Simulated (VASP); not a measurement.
System: diamond-type C, space group Fd-3m, 2 atoms in the primitive cell; cubic a = 3.567 Å. Starting point: PBEsol, VASP PAW PBE potentials, release 64 (C_GW), no spin polarisation, no spin-orbit coupling, 6×6×6 k mesh, 450 eV cutoff, Gaussian smearing of 0.01 eV (VASP 6.6.1). Many-body step: G0W0 with cutoff of the response function 80 eV, empty bands 44, GW iterations 1 and frequency points 50.

In PBEsol the smallest gap over these k points is 4.04 eV, with direct gaps of 5.54 eV at Γ, 9.38 eV at (0.33, 0.33, 0.00) and 10.94 eV at X.

> What does G0W0 give?

Over the k points that were corrected, the smallest gap goes from 4.04 eV in PBEsol (Γ to (0.33, 0.33, 0.00)) to 5.11 eV in G0W0 (Γ to (0.33, 0.33, 0.00)), a change of +1.07 eV (+27 %). Counted from the valence top, the lowest empty level moves by +1.50 eV at Γ, +1.07 eV at (0.33, 0.33, 0.00) and +0.98 eV at X; over the 16 points that were corrected the shifts run from +0.98 to +1.66 eV: a spread of 0.68 eV on a mean of 1.35 eV, so one scissor shift doesn't describe this level. The top filled level also moves against the valence top, by −0.59 eV at (−0.33, 0.50, 0.17). Down to 7.9 eV under the top, the filled levels drop by about 0.08 eV more for each eV of depth, so the valence band is stretched by about 8 %.

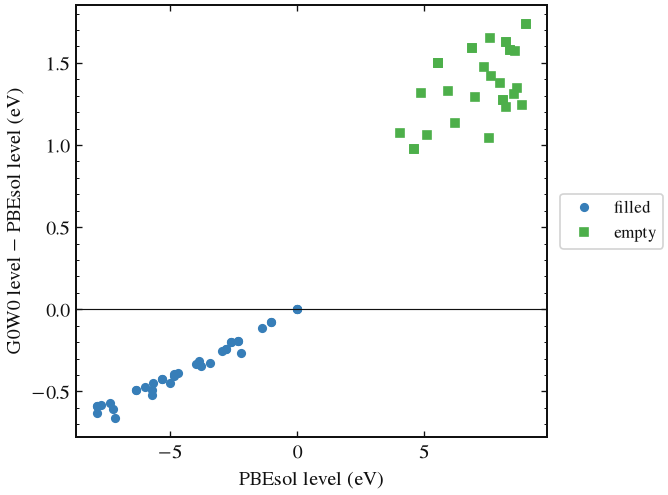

Change of each level from PBEsol to G0W0 against its PBEsol energy, both sets counted from their own valence top. Levels over 8 eV under the top or 5 eV above the conduction bottom aren't drawn.

| k point | PBEsol direct gap (eV) | G0W0 direct gap (eV) |
| --- | --- | --- |
| Γ | 5.54 | 7.04 |
| (0.33, 0.33, 0.00) | 9.38 | 10.88 |
| X | 10.94 | 12.41 |

The k mesh is coarse (spacing up to 0.51 Å⁻¹), so the values aren't converged. Bands, screening cutoff and mesh are small and nothing is extrapolated, so the quasiparticle values aren't converged. The PAW data sets were made with another functional. At ambient pressure diamond is metastable; the stable form of carbon is graphite.
